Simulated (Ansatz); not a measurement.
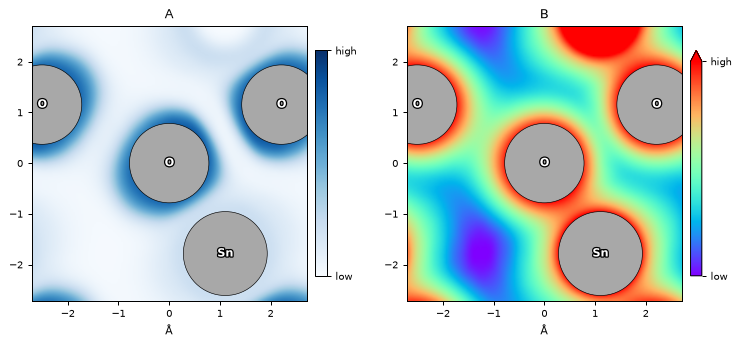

SnO2: 2 fields on the (001) plane of the conventional cell, with unlabelled colour scales. Grey discs cover the atomic cores.

Space group P2₁2₁2; a point of a scan over the structure, not its minimum; not relaxed (largest force 1.3 eV/Å); computed pressure about −8 GPa in this cell; PAW files of the earlier set (soft_1).

Level of theory: DFT LDA, scalar-relativistic, plane waves, PAW (Ansatz 0.2.0).

The panels show electron localisation function and valence pseudo-density in some order. Assign them.

Answer. Panel A: electron localisation function. Panel B: valence pseudo-density.
